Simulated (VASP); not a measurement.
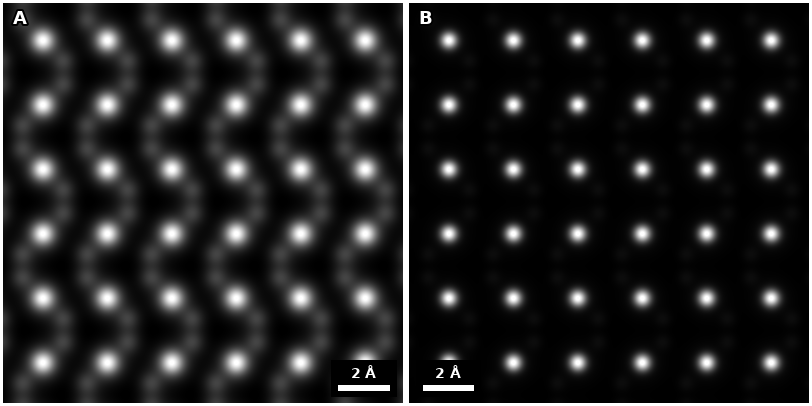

Two simulated images of the same area of SnO$_{2}$ (Pa-3, No. 205) along [001], with a probe of 0.52 Å. One is incoherent Z contrast (Z^1.7 per atom), the other the projected potential of neutral atoms blurred by the probe (iDPC-like, thin sample). Brightness is counted from the darkest point of the image. Model: the end point of a relaxation with VASP Kohn-Sham DFT of a periodic cell, r2SCAN, VASP PAW PBE potentials, recommended (VASP 6.6.1).

Question: Which panel is which, and how can one tell?

Answer: B is the Z-contrast image and A the potential image. The columns of 1 O per repeat reach about 5 % of the brightest peak (1 Sn) in B but about 26 % in A, mainly since the potential grows much more slowly with atomic number. The O columns show clearly in A alone.
